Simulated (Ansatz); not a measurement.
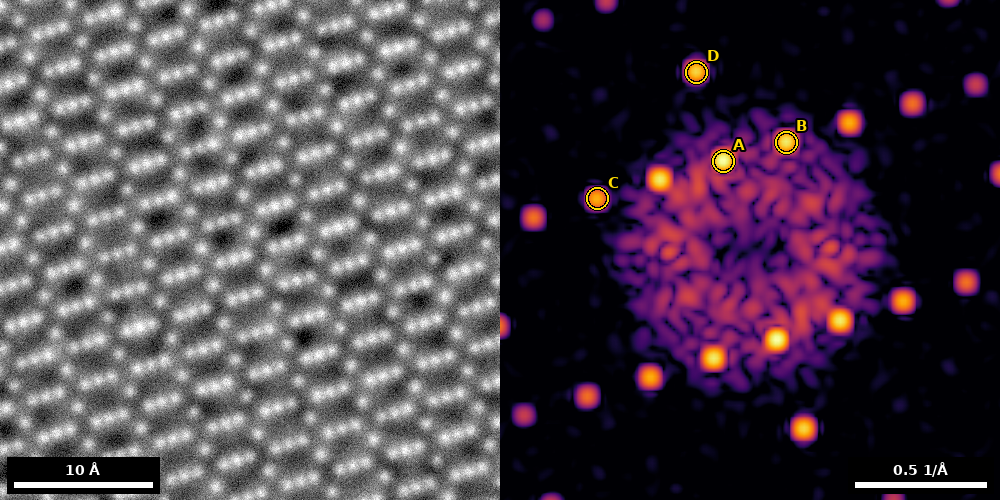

Integrated-DPC-like image of a crystal. Simulated as the projected potential of neutral atoms (B = 0.5 Å²) blurred by a 0.51 Å probe, the thin-sample limit of integrated differential phase contrast. The display is stretched by a gamma of 0.65; percentages refer to the linear signal. Shot noise and the speckle of an amorphous layer were added.

The right panel is the modulus of the image's Fourier transform on a logarithmic scale.

Q: Which lattice spacings do the marked spots stand for, and what angle do A and B enclose?

A: 2.8 Å, B: 2.3 Å, C: 1.6 Å, D: 1.4 Å; A and B enclose about 35°.

The crystal is Mg (Pm-3n, No. 223) along [110]; the spots are (0 0 -2), (1 -1 -2), (-2 2 -2) and (0 0 -4). Atomic positions: the geometry relaxed with DFT, LDA (PW92), plane waves (420 eV) with PAW, scalar-relativistic in Ansatz 0.2.0; the starting structure was generated, so it need not be a known form of this composition.
